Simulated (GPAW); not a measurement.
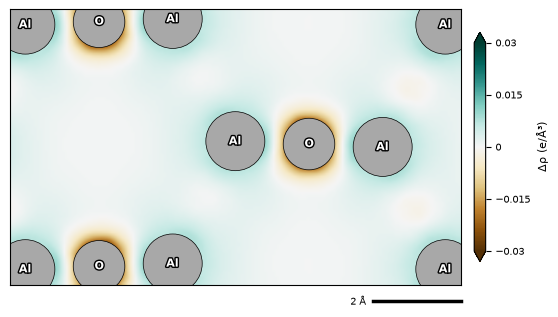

Al2O3. Difference of the valence pseudo-densities of two functionals at the same geometry, on the (101) plane of the calculation cell: PBEsol less RPBE.

Both computed with GPAW (plane waves, PAW), on the same k-point mesh. Grey discs cover the atomic cores.

Where does the change of functional move the electrons?

Against RPBE, PBEsol gives less density around O (−0.008 e/Å³ on average at 0.7 Å from the nucleus).
